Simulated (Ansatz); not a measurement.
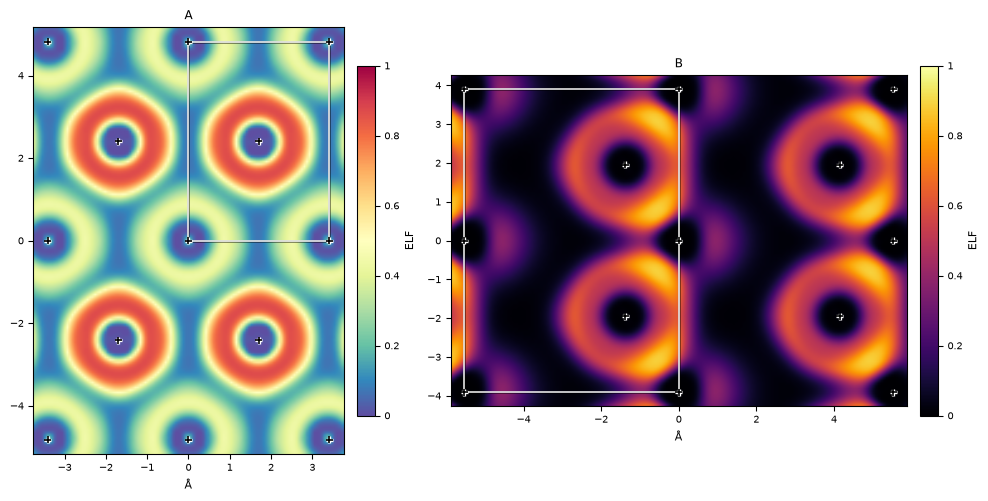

The ELF of 2 systems, each on a plane through atoms (crosses mark nuclei in the plane).

The calculation used DFT LDA, scalar-relativistic, plane waves, PAW in Ansatz.

System 1: BeTe, the (011) plane of the conventional cell. Space group F-43m.

```xyz
8
Lattice="5.5267 0.0000 0.0000 0.0000 0.0000 -5.5267 0.0000 5.5267 0.0000" Properties=species:S:1:pos:R:3 pbc="T T T"
Be    2.7634    0.0000   -2.7634
Be    0.0000    2.7634   -2.7634
Be    0.0000    0.0000    0.0000
Be    2.7634    2.7634    0.0000
Te    4.1450    1.3817   -4.1450
Te    1.3817    4.1450   -4.1450
Te    1.3817    1.3817   -1.3817
Te    4.1450    4.1450   -1.3817
```

System 2: TlBr, the (110) plane of the conventional cell. Space group Pm-3m; computed pressure about 30 GPa in this cell.

```
Tl Br
1.0
     3.40640    0.00000    0.00000
     0.00000    3.40640    0.00000
     0.00000    0.00000    3.40640
Tl Br
1 1
Direct
  0.00000 0.00000 0.00000
  0.50000 0.50000 0.50000
```

Q: Match each panel to its system.

A: Panel A is system 2, TlBr: the plane holds Tl and Br. Tl–Br (2.95 Å): the ELF is about 0.20 at the midpoint: no localised pair shows between them. Panel B is system 1, BeTe: the plane holds Be and Te. Be–Te (2.39 Å): the ELF peaks at about 0.90 between the atoms: a shared electron pair.
